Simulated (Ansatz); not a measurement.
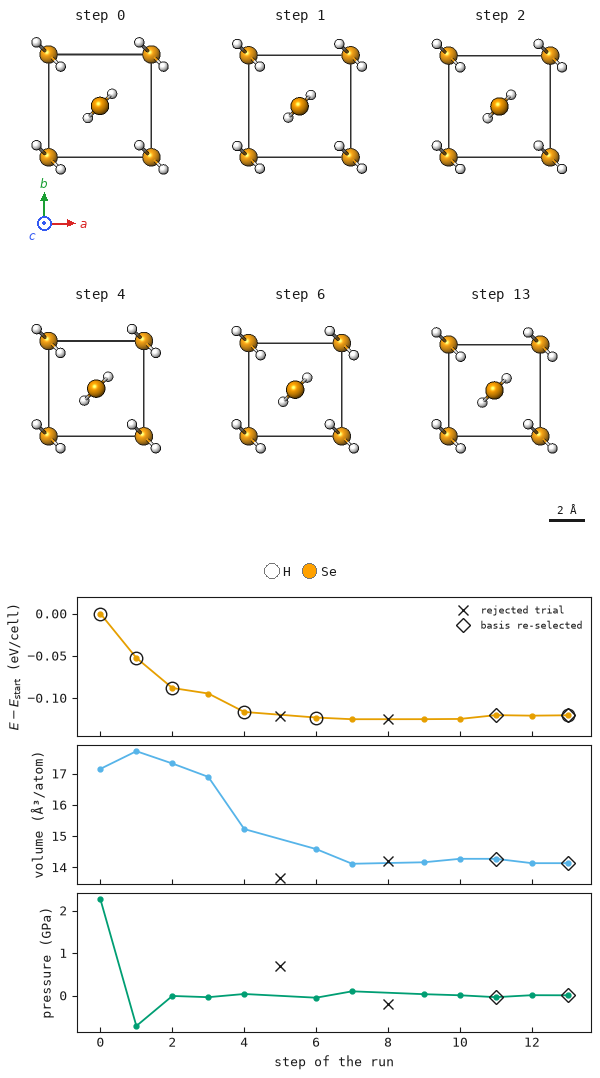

Frames of a relaxation of solid H2Se (built on the rutile_136 type), marked on the history of the run. A ball-and-stick model of the cell of the calculation, seen along the c axis.

Case: rutile type (P4_2/mnm, No. 136).

Computed with Ansatz, DFT PBE, scalar-relativistic, plane waves, PAW. Set-up: plane-wave cutoff 420 eV; k-point mesh 6 × 6 × 12; occupations gaussian; smearing width 0.1 eV; no spin polarisation; cell and atoms relaxed; force threshold 0.01 eV/Å; at most 80 steps.

**What happens along the run?**

The largest moves relative to the cell, 0.11 Å, are those of H atoms. Se stays in place. Cell: a = b 5.939 → 5.299 Å (−10.8 %), c 2.918 → 3.020 Å (+3.5 %). Volume −17.6 %. Near-neighbour distances that change, for instance: H–Se 1.763 → 1.806 Å. The space group stays P4_2/mnm (No. 136). Over 9 accepted moves (13 points after the start) the energy falls by 0.121 eV per cell of the calculation. The largest force component goes from 0.036 to 0.004 eV/Å. The pressure goes from 2.27 to 0.01 GPa. The line search rejected the trial steps at points 5, 8 of the run. The SCF was repeated twice at an unchanged geometry on a basis and grid sized afresh for the cell, which shifted the energy by 4.5 meV per cell of the calculation at most. From step 0 to 1: H atoms move most (0.06 Å), volume +3.3 %, energy −52.5 meV per cell of the calculation. From step 1 to 2: H atoms move most (0.04 Å), volume −2.2 %, energy −35.6 meV per cell of the calculation. From step 2 to 4: H atoms move most (0.08 Å), volume −12.1 %, energy −28.4 meV per cell of the calculation. From step 4 to 6: H atoms move most (0.03 Å), volume −4.2 %, energy −6.6 meV per cell of the calculation. From step 6 to 13: H atoms move most (0.02 Å), volume −3.1 %, energy +2.7 meV per cell of the calculation.

```tsv
step	E − E(0), meV/atom	largest force component, eV/Å	pressure, GPa	volume, Å³/atom	note
0	0.00	0.0365	2.27	17.153	
1	-8.75	0.1562	-0.72	17.718	
2	-14.69	0.0402	-0.01	17.325	
3	-15.78	0.0249	-0.04	16.896	
4	-19.42	0.0258	0.04	15.225	
5	-20.20	0.0572	0.70	13.662	rejected
6	-20.53	0.0024	-0.05	14.585	
7	-20.86	0.0020	0.10	14.114	
8	-20.77	0.0017	-0.20	14.199	rejected
9	-20.85	0.0012	0.03	14.162	
10	-20.81	0.0010	0.01	14.273	
11	-20.05	0.0009	-0.04	14.273	same geometry, new basis
12	-20.16	0.0040	0.01	14.133	
13	-20.08	0.0040	0.01	14.133	same geometry, new basis
```
